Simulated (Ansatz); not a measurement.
# How thick a slab does the work function of Li need?

Slabs of Li from 1 to 13 layers are run on 3 faces. From which thickness on does the work function stay within 0.05 eV of the thickest slab's, and does that depend on the face?

How it was computed: Ansatz 0.2.0, plane waves with PAW datasets (its set soft_2), PBE; symmetric slabs at bulk places and the tabulated experimental lattice constant, 18 Å of vacuum, one k-mesh a face (spacing 0.16 Å⁻¹, 2π included), Fermi-Dirac smearing of 0.1 eV.

What came out:

```tsv
layers	Li(100) (eV)	Li(110) (eV)	Li(111) (eV)
1	3.239	3.318	3.076
2	3.042	3.383	2.916
3	2.929	3.340	2.909
4	3.098	3.301	3.041
5	2.964	3.273	2.845
6	3.036	3.255	2.955
7	3.036	3.254	-
8	2.990	3.255	2.849
10	3.005	3.258	2.951
11	-	-	2.887
13	3.009	3.259	2.930
```

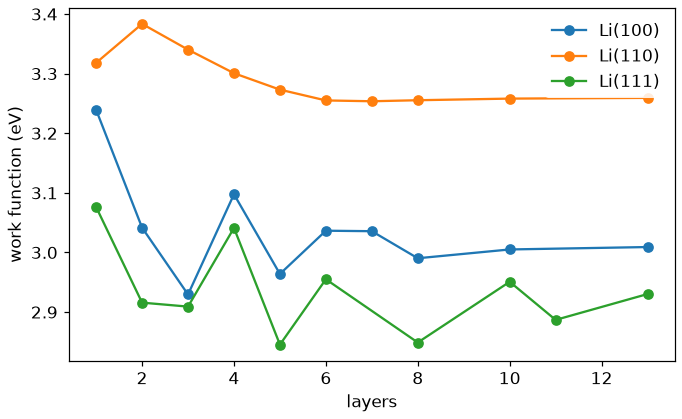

Work function against thickness.

What this shows: Within 0.05 eV of the 13-layer value: Li(100) from 5 layers on, Li(110) from 4 layers on and Li(111) from 10 layers on. In length between the outer atoms these thicknesses are 7.0 Å, 7.4 Å and 9.1 Å. From four layers on the values span 0.047 to 0.196 eV, most on Li(111). Thirteen layers cost about 4 to 6 times the CPU time of four.

What the numbers leave out: The 13-layer slab is the reference and is itself not proved converged. Thicknesses missing from the table have no sound run at this vacuum, and where values alternate they could fall outside the band. The smearing damps swings with thickness. The slabs are unrelaxed and unreconstructed, and the CPU ratio is rough.

[Logs are printed without paths, hosts, clocks, repeated set-up lines and the standing remarks that a program may print on its own settings, such as how far it seeks lower states.]
